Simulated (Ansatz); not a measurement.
# Si$_{3}$Ni: what the fields show

The calculation's input:

```
crystal:
  lattice:
    - [4.71122115, 0.0, 0.0]
    - [0.0, 4.71122115, 0.0]
    - [0.0, 0.0, 4.71122115]
  atoms:
    - { symbol: Si, position: [0.25, 0.0, 0.5] }
    - { symbol: Si, position: [0.5, 0.75, 0.0] }
    - { symbol: Si, position: [0.75, 0.0, 0.5] }
    - { symbol: Si, position: [0.5, 0.25, 0.0] }
    - { symbol: Si, position: [0.0, 0.5, 0.75] }
    - { symbol: Si, position: [0.0, 0.5, 0.25] }
    - { symbol: Ni, position: [0.0, 0.0, 0.0] }
    - { symbol: Ni, position: [0.5, 0.5, 0.5] }
basis:
  ecutwfc: 420
kpoints:
  mp_grid: { grid: [8, 8, 8] }
hamiltonian:
  xc: pbe
scf:
  occupations: { method: gaussian, width: 0.1 }
output:
  forces: true
  stress: true
  eigenvalues: true
  write_density: true
  write_potential: true
  elf: true
  volumetric_format: npy
relax:
  adjacent_minimum: "off"
  f_tol: 0.01
  max_steps: 80
  cell: { stress_tol: 0.05 }
```

Command:

```sh
ansatz run input.yaml --threads 1 --pin off --max-ram 2560MiB --backend cpu --events-out ev --progress --plain --runs-dir out
```

Below, planes, directions and counts refer to the conventional cell (a = 4.73 Å, b = 4.73 Å, c = 4.73 Å, α = 90.00°, β = 90.00°, γ = 90.00°).

The fields are those of the run's last geometry, not of the input's.

Space group Pm-3n; a structure generated by program, which may or may not match a known phase; computed without spin polarisation.

Theory: Ansatz 0.2.0, DFT PBE, scalar-relativistic, plane waves, PAW.

In a PAW calculation such maps are meaningful between the atoms, not at the nuclei.

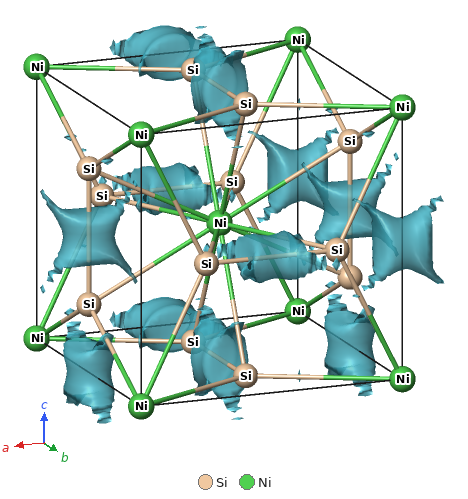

Figure 1. Isosurface of the electron localisation function at 0.7 (cyan), seen at an oblique angle. Core shells and regions of very low density are left out. Sticks mark near contacts.

> Where are the electrons localised?

At this value the surface marks out six regions between bonded Si–Si atoms, counted in one cell of 8 atoms. Any copies at cell faces, edges or corners count once. Profiles from the grid: Si–Si (2.37 Å): the ELF peaks at about 0.80 between the atoms. Si–Ni (2.64 Å): the ELF peaks at about 0.70 in the valence shell of Si, 0.9 Å from its nucleus, and is about 0.40 at the midpoint.

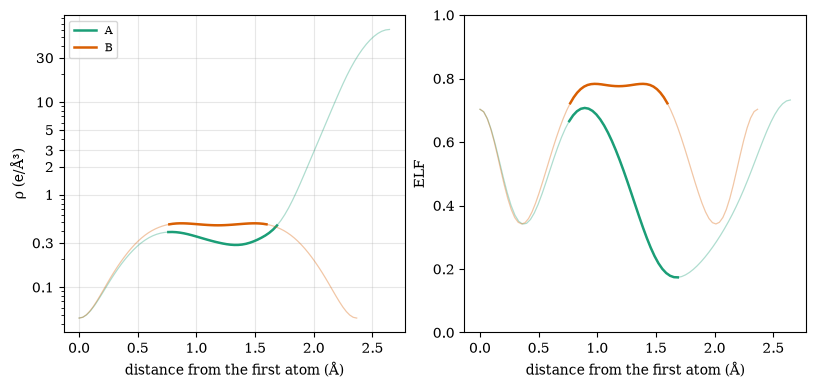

Figure 2. Valence pseudo-density and ELF along straight lines between neighbouring atoms. Thin, pale parts lie inside the atomic spheres.

> Which curve belongs to which contact (Si–Ni and Si–Si)? The first atom named is at distance zero.

Curve A: Si–Ni (2.64 Å): ρ is about 0.29 e/Å³ halfway; the ELF peaks at about 0.70 in the valence shell of Si, 0.9 Å from its nucleus, and is about 0.40 at the midpoint. Curve B: Si–Si (2.37 Å): the density is about 0.47 e/Å³ at the midpoint; the ELF peaks at about 0.80 between the atoms.

> Does the calculation give a band gap?

It is metallic or semimetallic at this level of theory: no gap opens.
